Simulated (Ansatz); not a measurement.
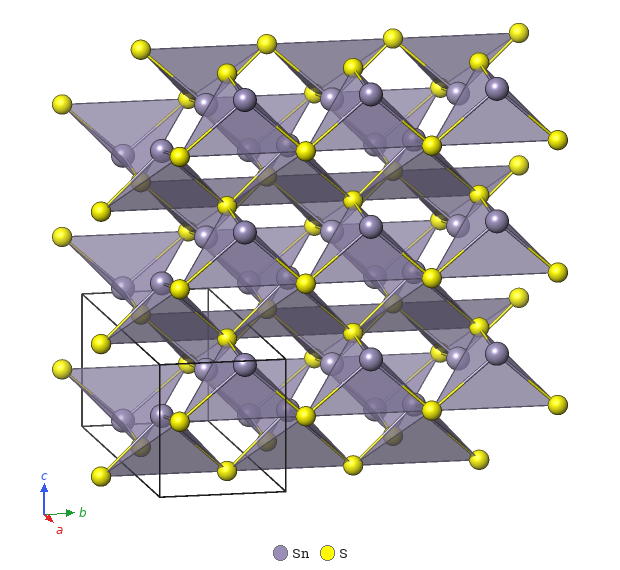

Polyhedra are drawn about Sn (bonds: S–Sn below 3 Å); other atoms are plain spheres.

The compound is SnS (space group Pnma, No. 62), taken as a calculation's input that goes back to an entry of the Crystallography Open Database (an earlier step may have relaxed or displaced it).

Sharing among the drawn polyhedra:

```
site             polyhedron  corner-sharing neighbours  edge-sharing  face-sharing   bond (Å)
  Sn  SnS3 trigonal pyramid                          6             0             0  2.61–2.72
```

They form layers of corner-sharing trigonal pyramids parallel to (100).
